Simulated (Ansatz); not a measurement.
Ti₂₄O₄₉: several calculations on one system

**1. Relaxation**

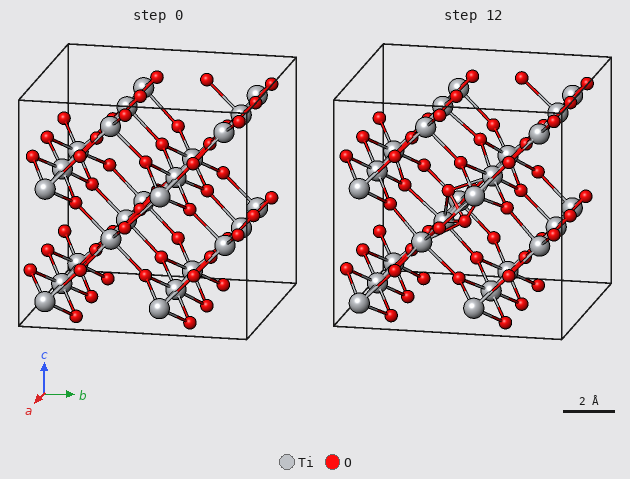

The structure of a defect cell of composition Ti$_{24}$O$_{49}$ (cell charge −1) before (left) and after (right) a relaxation, at one scale.

The picture is a ball-and-stick view of the cell of the calculation, reduced to other axes (origin shifted), seen slightly off an axis. Lengths and directions refer to the drawn axes.

Computed with DFT, PBEsol, PAW, plane waves in Ansatz. Settings: plane-wave cutoff 420 eV; k-point mesh 1 × 1 × 1; mesh shifted by (0.25, 0.25, 0.25); collinear spin; atoms relaxed in a fixed cell; force threshold 0.03 eV/Å; at most 80 steps.

Describe what moved and what it gained.

An O atom moves most: 1.14 Å along [3 −3 1]. Largest moves by element: O 1.14 Å, Ti 0.20 Å. The cell stays as it was. Near-neighbour distances that change, for instance: O–Ti 2.245 → 3.285 Å, O–Ti 1.908 → 2.161 Å, O–Ti 1.791 → 2.024 Å, O–Ti 1.953 → 2.108 Å. Bonds break, among them: O–Ti (2.25 → 3.28 Å). Among the angles between lasting bonds that change: Ti–O–O 168.1° → 95.1°, Ti–O–Ti 148.7° → 126.5°, Ti–O–Ti 129.6° → 112.9°. After 12 geometry steps the energy has fallen by 5.766 eV per cell of the calculation. Largest force component: 7 eV/Å at the start, 0.021 eV/Å at the end.

Limits of the set-up: the cell is charged, on a uniform background, and energies carry no finite-size correction.

**2. Relaxation**

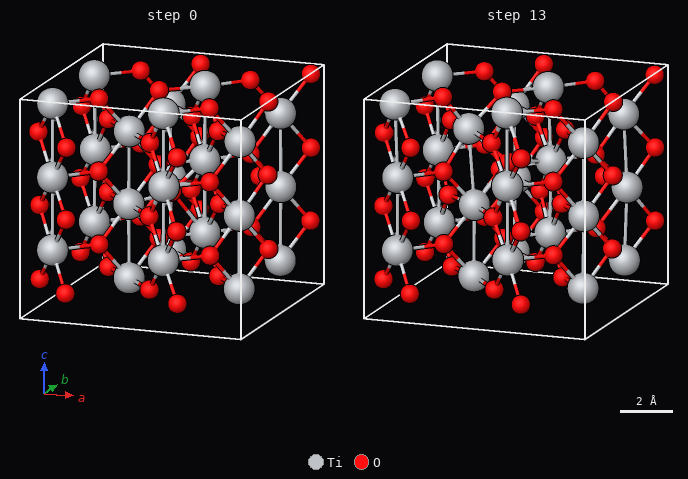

The structure of a defect cell of composition Ti24O49 before (left) and after (right) a relaxation, at one scale.

A ball-and-stick model of the cell of the calculation (origin shifted), seen slightly off an axis.

Theory: Ansatz, DFT, PBEsol, PAW, plane waves. Set-up: plane-wave cutoff 420 eV; k-point mesh 1 × 1 × 1; mesh shifted by (0.25, 0.25, 0.25); no spin polarisation; atoms relaxed in a fixed cell; force threshold 0.03 eV/Å; at most 80 steps.

### Describe what moved and what it gained.

Over 13 geometry steps the energy falls by 5.824 eV per cell of the calculation. Largest force component: 7.1 eV/Å at the start, 0.012 eV/Å at the end. An O atom moves most: 1.11 Å along [−3 1 3]. Largest moves by element: O 1.11 Å, Ti 0.21 Å. The lattice vectors keep their values. Among the contacts that change: O–Ti 2.245 → 3.254 Å, O–Ti 1.908 → 2.154 Å, O–Ti 1.791 → 2.015 Å, O–Ti 1.953 → 2.107 Å. Bonds break, among them: O–Ti (2.25 → 3.25 Å). Among the angles between lasting bonds that change: Ti–O–O 168.1° → 96.8°, Ti–O–Ti 148.7° → 127.4°, Ti–O–Ti 129.6° → 112.9°.

**3. Defect**

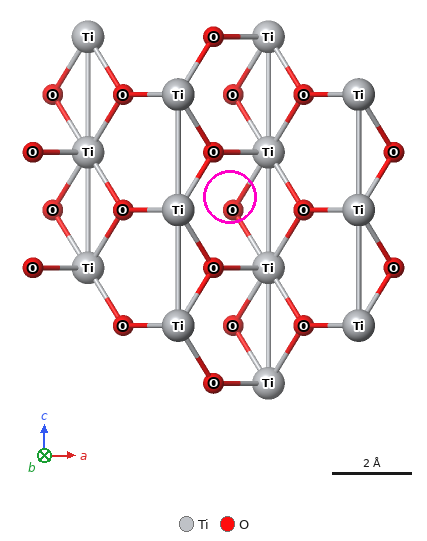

Perfect TiO$_{2}$. A ball-and-stick model of the atoms within 5.4 Å of one point, in a slice 4.2 Å thick across the line of sight, seen along the b axis.

The calculation used DFT, PBEsol, PAW, plane waves in Ansatz 0.2.0. (plane-wave cutoff 420 eV; k-point mesh 1 × 1 × 1; mesh shifted by (0.25, 0.25, 0.25); collinear spin) Fermi-Dirac smearing of 0.01 eV. A uniform background neutralises the charged cell. The axes drawn are those of the host's conventional cell.

An extra oxygen atom is put between the host's atoms (an interstitial) at the ringed place, in charge state −1. The supercell has 72 sites, and the atoms are relaxed at the host's cell.

How do the neighbours respond?

Answer. The O atom starts with 1 O at 1.29 Å around its place and ends with 1 O at 1.44 Å. Of the host's atoms, an oxygen atom moves furthest from its site, by 0.62 Å. The O atom itself moves 1.16 Å from where it was put. The cell's net moment is 0.98 μB.

The relaxed defect, seen from the same direction:

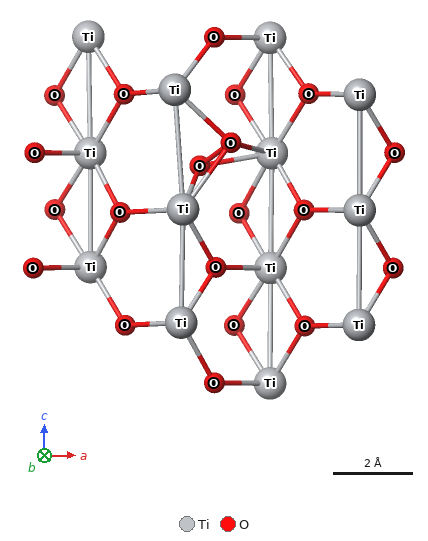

Limits of the set-up: the cell is charged, on a uniform background, and energies carry no finite-size correction.

**4. Defect**

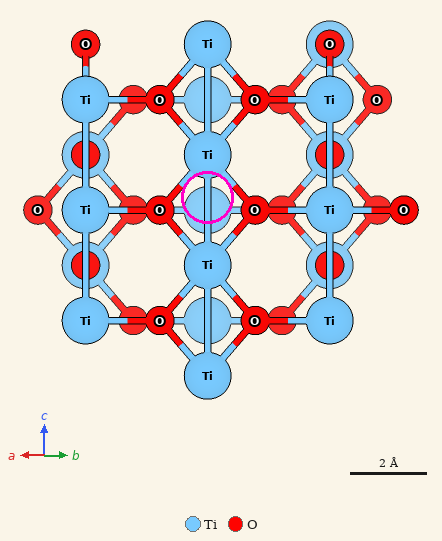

Perfect TiO₂. The picture is a ball-and-stick view of the atoms within 5.4 Å of one point, in a slice 3.4 Å thick across the line of sight, seen along [110].

Theory: DFT, PBEsol, PAW, plane waves in Ansatz 0.2.0. Settings: plane-wave cutoff 420 eV; k-point mesh 1 × 1 × 1; mesh shifted by (0.25, 0.25, 0.25); no spin polarisation. Fermi-Dirac smearing of 0.01 eV. A uniform background neutralises the charged cell. The axes drawn are those of the host's conventional cell.

An extra oxygen atom is put between the host's atoms (an interstitial) at the ringed place, in charge state −2. The supercell has 72 sites, and the atoms are relaxed at the host's cell.

**How do the neighbours respond?**

The O atom starts with 1 O at 1.29 Å around its place and ends with 1 O at 1.44 Å. Of the host's atoms, an oxygen atom moves furthest from its site, by 0.61 Å. The O atom itself moves 1.13 Å from where it was put.

The relaxed defect, seen from the same direction:

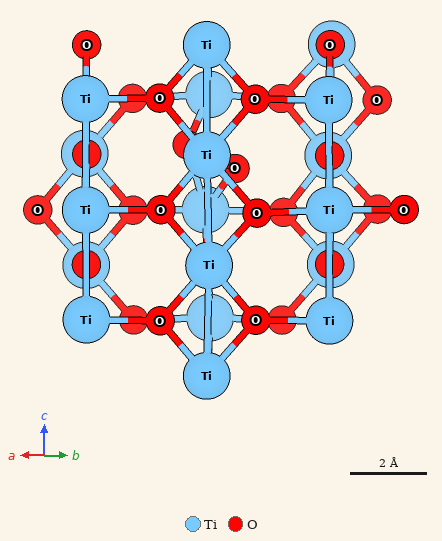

Limits of the set-up: the cell is charged, on a uniform background, and energies carry no finite-size correction.
